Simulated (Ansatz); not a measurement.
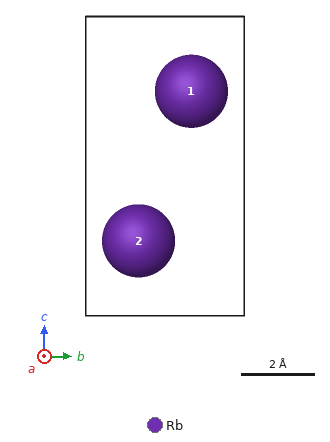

*The structure as given in the input (spheres-only view of the cell of the calculation, along the a axis; atoms are numbered from 1 in the order of the input).*

**Run report: Rb, geometry relaxation**

- system: Rb (P6₃/mmc, 2 atoms in the cell)
- method: DFT PBE, spin-orbit coupling, plane waves, PAW (Ansatz 0.2.0)

The structure was built on a prototype by a generator; it need not be a known phase. It belongs to a series of runs on one base structure; here: volume 91.402 Å³/atom. Figures and captions count atoms from 1; the log counts them from 0 in places.

**The input**
```yaml
crystal:
  lattice:
    - [5.0558407043, 0.0, 0.0]
    - [-2.5279203521, 4.3784864874, 0.0]
    - [0.0, 0.0, 8.2578731503]
  atoms:
    - { symbol: Rb, position: [0.3333333333, 0.6666666667, 0.75] }
    - { symbol: Rb, position: [0.6666666667, 0.3333333333, 0.25] }
basis:
  ecutwfc: 420
  ecutrho_ratio: 4
kpoints:
  mp_grid: { grid: [10, 10, 6] }
hamiltonian:
  xc: pbe
scf:
  occupations: { method: gaussian, width: 0.05 }
output:
  forces: true
  stress: true
  eigenvalues: true
  populations: true
magnetization:
  noncollinear: true
  spin_orbit: true
relax:
  f_tol: 0.01
  max_steps: 40
  cell: { stress_tol: 0.1, fix: [volume] }
```

**Output**
```
Engine: ansatz 0.2.0, aarch64-unknown-linux-gnu
Pseudopotentials: kind: paw_fr
Pseudopotential: Rb, paw_fr, valence charge 9, recommended cutoff 420 eV (normal), Rb.paw.azcp#standard-fr
Functional definition: PBE
  parameter kappa = 0.804
  parameter beta = 0.06672455060314922
  exchange = pbe_x(kappa = kappa, mu = beta*pi^2/3)
  correlation = pbe_c(beta = beta)
non-collinear run that drives no moment, with spin-orbit: no starting moment large enough to seed its density (crystal.atoms[].spin), no starting occupations that ask for one, no magnetisation constraint and no magnetic field, so the semilocal B_xc is pinned to zero
Crystal: 2 atoms, lattice volume = 182.804 Å³
Basis set: ecut = 420 eV, 3633 PW (Γ), exchange–correlation on 72×72×120 points (8 copies of the dense FFT grid, shifted against one another)
Bands: 26, of which v1, the nominal top of the filled ones, is band 18 counted from 1 (17 counted from 0)
Symmetry: 24 space group operations + 24 with time reversal
Magnetic group: BNS 194.264 (UNI 1494), of the structure as read, at distance tolerance 5.7e-5 Å
k-points: 56 of 600
Projection manifold: j_resolved (fully-relativistic pseudo-atomic orbitals)
Non-local potential: Rb, projectors of the file, l = 0: 3, l = 1: 4, l = 2: 4
PAW form: soft (Blöchl's): semilocal exchange-correlation on the pseudo side does not see the compensation charge
PAW one-centre angular grid: Rb, 110 points (default); XC on 64 Gauss nodes
Initial density: superposition of atomic densities (chi_scale 0.1, normalization cell)
Initial wavefunctions: pseudopotential atomic-orbital guess
Functional: x = pbe(κ = 0.804, μ = 0.2195149727645171), c = pbe(β = 0.06672455060314922)
SCF iter   1: F=—  HF=-6535.734747 eV  |F-HF|=—  |Δ(HF+E_count)|=         —  Δρ=2.58e-3  dr2=3.71e-2  dr2_m=0.00e0 (ungated)  ethr=3.10e-3  |M|=0.00e0 ∫|m|=0.00e0 μB  |m|>n=0.0e0 m-floor=0.0e0 τ_xc=0.0e0  β_m=0.30  ⟨swp⟩=11.8  Hψ=4863  notcnv=0  defer=6
preconditioner: auto → Kerker (q_TF=auto, 1.854 Å⁻¹)  [metal: Δε(μ)=0.021 eV  Ē_g=2.259 eV  σ=0.050 eV  W_gap=0.23  n_scr=22 (ndim 8)  ℏωp=3.9 eV  f_vac=0.000  D(μ)=1.98/eV (n_scr^D=2)]
spin=Noncollinear: Kerker preconditioning applied to the charge; magnetization (m_x, m_y, m_z) channels mix plain (no charge-response kernel on spin).
SCF iter   2: F=—  HF=-6535.732342 eV  |F-HF|=—  |Δ(HF+E_count)|=   2.41e-3  Δρ=1.99e-3  dr2=2.43e-2  dr2_m=0.00e0 (ungated)  ethr=2.06e-4  |M|=0.00e0 ∫|m|=0.00e0 μB  |m|>n=0.0e0 m-floor=0.0e0 τ_xc=0.0e0  β_m=0.59  ⟨swp⟩=1.5  Hψ=991  notcnv=0  defer=66
SCF iter   3: F=—  HF=-6535.728239 eV  |F-HF|=—  |Δ(HF+E_count)|=   4.10e-3  Δρ=8.60e-4  dr2=2.56e-3  dr2_m=0.00e0 (ungated)  ethr=1.35e-4  |M|=0.00e0 ∫|m|=0.00e0 μB  |m|>n=0.0e0 m-floor=0.0e0 τ_xc=0.0e0  β_m=0.82  ⟨swp⟩=2.2  Hψ=1222  notcnv=0  defer=66
SCF iter   4: F=—  HF=-6535.728745 eV  |F-HF|=—  |Δ(HF+E_count)|=   5.06e-4  Δρ=5.20e-4  dr2=3.09e-4  dr2_m=0.00e0 (ungated)  ethr=1.42e-5  |M|=0.00e0 ∫|m|=0.00e0 μB  |m|>n=0.0e0 m-floor=0.0e0 τ_xc=0.0e0  β_m=0.74  ⟨swp⟩=2.7  Hψ=1166  notcnv=0  defer=66
SCF iter   5: F=—  HF=-6535.728667 eV  |F-HF|=—  |Δ(HF+E_count)|=   7.88e-5  Δρ=7.93e-5  dr2=1.43e-5  dr2_m=0.00e0 (ungated)  ethr=1.72e-6  |M|=0.00e0 ∫|m|=0.00e0 μB  |m|>n=0.0e0 m-floor=0.0e0 τ_xc=0.0e0  β_m=0.87  ⟨swp⟩=2.3  Hψ=1113  notcnv=0  defer=66
SCF iter   6: F=—  HF=-6535.728633 eV  |F-HF|=—  |Δ(HF+E_count)|=   3.41e-5  Δρ=2.00e-5  dr2=2.13e-6  dr2_m=0.00e0 (ungated)  ethr=7.97e-8  |M|=0.00e0 ∫|m|=0.00e0 μB  |m|>n=0.0e0 m-floor=0.0e0 τ_xc=0.0e0  β_m=0.94  ⟨swp⟩=1.7  Hψ=719  notcnv=0  defer=68
SCF iter   7: F=—  HF=-6535.728634 eV  |F-HF|=—  |Δ(HF+E_count)|=   1.19e-6  Δρ=5.29e-6  dr2=1.43e-7  dr2_m=0.00e0 (ungated)  ethr=1.18e-8  |M|=0.00e0 ∫|m|=0.00e0 μB  |m|>n=0.0e0 m-floor=0.0e0 τ_xc=0.0e0  β_m=0.97  ⟨swp⟩=1.7  Hψ=718  notcnv=0  defer=68
SCF iter   8: F=-6535.728634 eV  HF=-6535.728634 eV  |F-HF|=1.33e-8  |Δ(HF+E_count)|=   5.36e-8  Δρ=1.70e-6  dr2=1.24e-8  dr2_m=0.00e0 (ungated)  ethr=5.56e-10  |M|=0.00e0 ∫|m|=0.00e0 μB  |m|>n=0.0e0 m-floor=0.0e0 τ_xc=0.0e0  ⟨swp⟩=11.5  Hψ=3676  notcnv=0
SCF 1 converged in 8 iterations: F = -6535.728634 eV  dr2 = 1.24e-8
  greatest PAW one-centre occupation: 0.975 electrons in one spin orbital (limit 2), on the Rb atom at site 1 (counted from 0), in its partial waves of l = 0
relax step   1: F+E_penalty+E_count = -6535.72863376 eV  Δ(F+E_penalty+E_count) = +0.000e0 eV  max|allowed force component| = 1.388e-17 eV/Å  Δτ_max = 0.0000 Å  P = +0.000 GPa  Ω = 182.804 Å³  fix = [volume]  reactions: volume +0.000 GPa  (8 SCF iters, dr2 threshold 1.00e-7 eV, accepted)
Projection manifold: j_resolved (fully-relativistic pseudo-atomic orbitals)
Initial density: handed on by an earlier stage of this run
Initial wavefunctions: pseudopotential atomic-orbital guess (no wavefunctions were taken with the density)
iter 1 solved again at ethr=1.35e-7 eV; its pass at ethr=3.10e-3 eV (dr2=2.43e-5 eV) is discarded
SCF iter   1: F=—  HF=-6535.728680 eV  |F-HF|=—  |Δ(HF+E_count)|=         —  Δρ=1.83e-6  dr2=1.27e-8  dr2_m=0.00e0 (ungated)  ethr=1.35e-7  |M|=0.00e0 ∫|m|=0.00e0 μB  |m|>n=0.0e0 m-floor=0.0e0 τ_xc=0.0e0  β_m=0.30  ⟨swp⟩=3.7  Hψ=7201  notcnv=0
preconditioner: auto → Kerker (q_TF=auto, 1.854 Å⁻¹)  [metal: Δε(μ)=0.021 eV  Ē_g=2.253 eV  σ=0.050 eV  W_gap=0.23  n_scr=22 (ndim 8)  ℏωp=3.9 eV  f_vac=0.000  D(μ)=1.97/eV (n_scr^D=2)]
spin=Noncollinear: Kerker preconditioning applied to the charge; magnetization (m_x, m_y, m_z) channels mix plain (no charge-response kernel on spin).
SCF iter   2: F=—  HF=-6535.728634 eV  |F-HF|=—  |Δ(HF+E_count)|=   4.66e-5  Δρ=1.45e-6  dr2=9.40e-9  dr2_m=0.00e0 (ungated)  ethr=7.05e-11  |M|=0.00e0 ∫|m|=0.00e0 μB  |m|>n=0.0e0 m-floor=0.0e0 τ_xc=0.0e0  β_m=0.65  ⟨swp⟩=3.0  Hψ=1608  notcnv=0
SCF iter   3: F=—  HF=-6535.728634 eV  |F-HF|=—  |Δ(HF+E_count)|=   9.29e-9  Δρ=1.06e-6  dr2=2.35e-9  dr2_m=0.00e0 (ungated)  ethr=5.22e-11  |M|=0.00e0 ∫|m|=0.00e0 μB  |m|>n=0.0e0 m-floor=0.0e0 τ_xc=0.0e0  β_m=0.61  ⟨swp⟩=1.7  Hψ=787  notcnv=0
SCF iter   4: F=—  HF=-6535.728634 eV  |F-HF|=—  |Δ(HF+E_count)|=   1.27e-9  Δρ=9.68e-7  dr2=8.33e-10  dr2_m=0.00e0 (ungated)  ethr=1.30e-11  |M|=0.00e0 ∫|m|=0.00e0 μB  |m|>n=0.0e0 m-floor=0.0e0 τ_xc=0.0e0  β_m=0.81  ⟨swp⟩=1.7  Hψ=787  notcnv=0
SCF iter   5: F=-6535.728634 eV  HF=-6535.728634 eV  |F-HF|=1.09e-11  |Δ(HF+E_count)|=  1.46e-11  Δρ=9.28e-8  dr2=3.58e-11  dr2_m=0.00e0 (ungated)  ethr=1.00e-12  |M|=0.00e0 ∫|m|=0.00e0 μB  |m|>n=0.0e0 m-floor=0.0e0 τ_xc=0.0e0  ⟨swp⟩=5.1  Hψ=3713  notcnv=0
SCF 2 converged in 5 iterations: F = -6535.728634 eV  dr2 = 3.58e-11
relax step   2: F+E_penalty+E_count = -6535.72863376 eV  Δ(F+E_penalty+E_count) = -1.745e-9 eV  max|allowed force component| = 1.908e-17 eV/Å  Δτ_max = 0.0000 Å  P = +0.000 GPa  Ω = 182.804 Å³  fix = [volume]  reactions: volume +0.000 GPa  stress off target by 4.24e-2 GPa on what of the cell is left free  SCF on the basis re-selected at this cell (its energy is not comparable with the rows above)  (5 SCF iters)
```

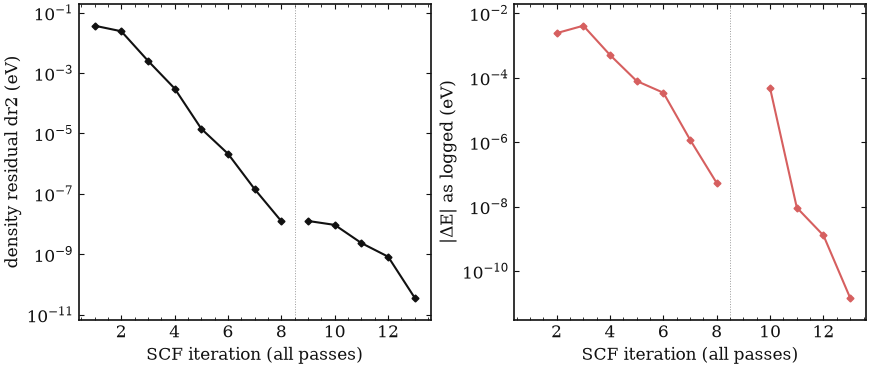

*Convergence of the self-consistent field: density residual dr2 and size of the energy change against the SCF iteration. The dotted lines part the SCF passes of the relaxation: geometry steps, rejected trials and re-solves on a re-selected basis.*

The passes take 8 and 5 iterations.

```
basis re-selected at this cell: Δ(F+E_penalty+E_count) = -1.745e-9 eV, ΔP = -0.000 GPa vs the last step (what re-selecting the basis moved, of the pressure what is left beyond the Pulay correction that the steps carried, after the strain that the cell walked since its last selection, with what the two solves' SCF thresholds leave and, on support functions, any second-order correction that the steps lacked; it is no measure of the basis error at this ecutwfc). This SCF's stress stands 4.24e-2 GPa from its target on what of the cell is left free (relax.cell.stress_tol is 1.00e-1 GPa) and its largest allowed force component is 1.91e-17 eV/Å (relax.f_tol is 1.00e-2 eV/Å): within both
SCF converged after 5 iterations
Magnetization: |M| = 0.0000 μB,  M = (+0.0000, +0.0000, +0.0000) μB
Absolute magnetization: 0.0000 μB (∫|m|)
  site 0: m = (+0.0000, +0.0000, +0.0000) μB, |m| = 0.0000 μB  (R = 2.09 Å)
  site 1: m = (+0.0000, +0.0000, +0.0000) μB, |m| = 0.0000 μB  (R = 2.09 Å)
Free energy (F): -6535.728634 eV
Harris-Foulkes:  -6535.728634 eV  (|F-HF|=1.09e-11)
Internal energy: -6535.726177 eV  (E = F + TS)
E sigma→0 (E₀):  -6535.727405 eV
Entropy (-TS):   -0.002457 eV (-1.228 meV/atom)
Fermi energy:    1.902223 eV
--- Per-component energies (eV) ---
  E_band       = -238.257391
  E_kinetic    = 381.448141
  E_local      = -1419.529507  (includes V_loc(G=0)·N_el)
  E_nonlocal   = 347.280593
  E_hartree    = 398.433493
  E_xc         = -258.449539
  E_vxc        = -270.244385  (∫ρ·V_xc dr)
  E_paw        = -5237.071593  (= ΣΔE_a)
  E_vpaw       = -74.079135  (= ΣTr[D̂ρ^β])
  E_aug_tail   = -0.000002  (compensation charges beyond the density's cutoff)
  E_ewald      = -747.837765
  E_smearing   = -0.002457  (= −TS)
  E_closure    = -0.000000  (closes the sum)
  Σ components = -6535.728634   (vs F -6535.728634, Δ=0.00e0)
--- Forces (eV/Å), atoms counted from 1 ---
  atom   1  Rb     0.00000000     0.00000000     0.00000000
  atom   2  Rb    -0.00000000    -0.00000000     0.00000000
  max |Σ_I F_I| component: 1.16e-18 eV/Å
--- Stress (GPa, compression-positive) ---
        0.021253      -0.000000       0.000000
       -0.000000       0.021253       0.000000
        0.000000       0.000000      -0.042385
  P = ⅓ Tr σ = 0.0000 GPa (0.000 kbar)
--- Band table (eV; the first three rows and the last of 56) ---
  k-point 0: bands = ["-26.9656", "-26.9656", "-26.9619", "-26.9619", "-11.6521", "-11.6521", "-11.6165", "-11.6165", "-10.8017", "-10.8017", "-10.7463", "-10.7463", "-10.7327", "-10.7327", "-10.7322", "-10.7322", "-0.0423", "-0.0423", "2.0566", "2.0566", "2.5773", "2.5773", "5.3838", "5.3838", "5.3998", "5.3998"]
  k-point 1: bands = ["-26.9653", "-26.9653", "-26.9621", "-26.9621", "-11.6497", "-11.6497", "-11.6188", "-11.6188", "-10.7973", "-10.7973", "-10.7454", "-10.7454", "-10.7371", "-10.7371", "-10.7336", "-10.7336", "0.0350", "0.0350", "1.6442", "1.6442", "3.0079", "3.0079", "5.2805", "5.2805", "5.3670", "5.3670"]
  k-point 2: bands = ["-26.9646", "-26.9646", "-26.9628", "-26.9628", "-11.6430", "-11.6430", "-11.6252", "-11.6252", "-10.7849", "-10.7849", "-10.7502", "-10.7502", "-10.7429", "-10.7429", "-10.7361", "-10.7361", "0.2622", "0.2622", "1.0994", "1.0994", "3.6189", "3.6189", "4.8179", "4.8179", "5.3620", "5.3620"]
  k-point 55: bands = ["-26.9610", "-26.9610", "-26.9610", "-26.9610", "-11.6594", "-11.6594", "-11.6587", "-11.6587", "-10.8086", "-10.8086", "-10.7927", "-10.7927", "-10.7752", "-10.7752", "-10.7599", "-10.7599", "2.7030", "2.7030", "2.7119", "2.7119", "3.2167", "3.2167", "3.2257", "3.2257", "3.4457", "3.4457"]
--- Relaxed structure (1 steps of the walk, 1 accepted, 1 SCFs on fresh bases) ---
  F+E_penalty+E_count = -6535.72863376 eV   max|allowed force component| = 1.908e-17 eV/Å   (the final SCF, on the basis selected at the relaxed cell)
  cell:  # Å, volume = 182.8040 Å³
    - [5.055840704293529, -2.8867459815740333e-11, 0.0]
    - [-2.5279203521217646, 4.378486487420038, 0.0]
    - [0.0, 0.0, 8.2578731503]
  atoms:
    - { symbol: Rb, position: [0.33333333333333326, 0.6666666666666665, 0.7499999999999999] }
    - { symbol: Rb, position: [0.6666666666666667, 0.3333333333333333, 0.24999999999999997] }
--- Löwdin populations: 2 sites ---
  site symbol       q [e]
     0     Rb      8.9733
     1     Rb      8.9733
  spilling = 0.002970 (of n_electrons = 18.000000)
```

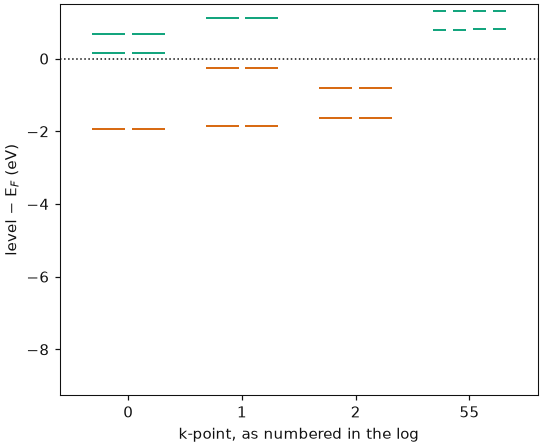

*Kohn–Sham levels near the Fermi level (dotted) at the few k-points that the log prints; levels within 0.02 eV of each other stand side by side.*

The system is metallic on the full mesh.

**Summary**

- outcome: converged
- space group (tolerance 0.01 Å): P6₃/mmc (194)
- electrons treated: 18
- free energy: −6535.7286 eV
- Fermi energy: 1.902 eV
- gap on the k-point mesh: none (metallic)
- net moment of the cell: 0.00 μB
- integrated absolute moment: 0.00 μB
- pressure: 0.00 GPa
- final volume: 182.80 Å³
- largest force (length of the vector) at the end: under 0.001 eV/Å
- final cell: a = 5.056 Å, b = 5.056 Å, c = 8.258 Å, α = 90.00°, β = 90.00°, γ = 120.00°
- hardware: 4 threads of an Arm (aarch64) CPU, shared host
- wall time: 26 s (CPU time 100 s)
- peak memory: 0.89 GiB
